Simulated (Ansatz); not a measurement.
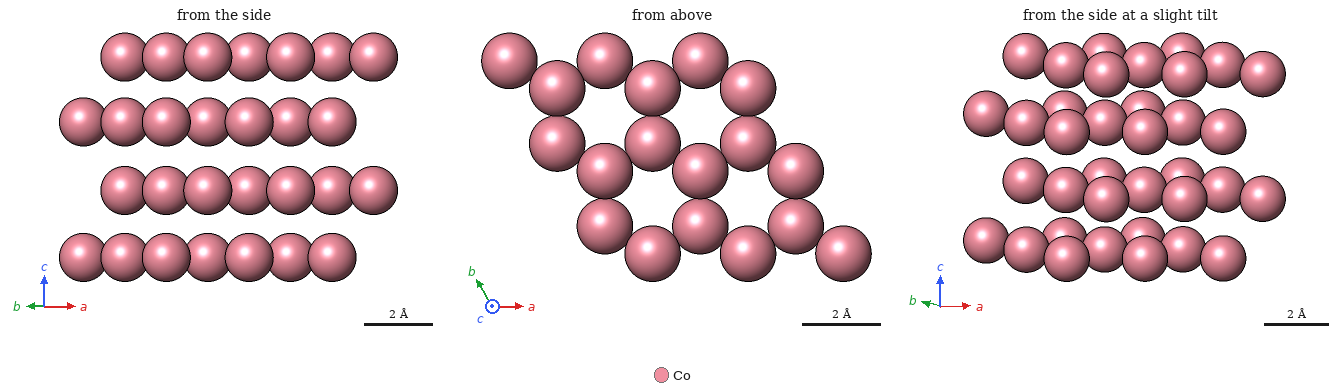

A spheres-only picture of a periodic slab, seen from the side, from above and from the side at a slight tilt. The surface normal points up in side views; the vacuum is left out. 3×3 cells are drawn in the plane, with atoms at the edges repeated.

The cell holds 4 Co. The slab was cut from bulk Co (P6_3/mmc).

**Read the thickness off the scale bar.**

About 6 Å from the lowest to the highest atom.

**Count the planes and say what each contains, starting at the top.**

Four planes: Co / Co / Co / Co.

**Name the surface by its Miller indices.**

(0 0 1).

Calculation details: DFT PBEsol, scalar-relativistic, plane waves, PAW (Ansatz); 420 eV cutoff, a 12×12×1 grid in reciprocal space, Gaussian smearing of 0.1 eV, collinear spins.

**How much energy takes an electron from the Fermi level to the vacuum on each side?**

5.12 eV at the top and 5.16 eV at the bottom.

The model was built from a structure listed in the Materials Project, from which a slab was cut. The atoms were relaxed in a fixed cell with DFT PBEsol, scalar-relativistic, plane waves, PAW (Ansatz 0.2.0), but for two held in place.
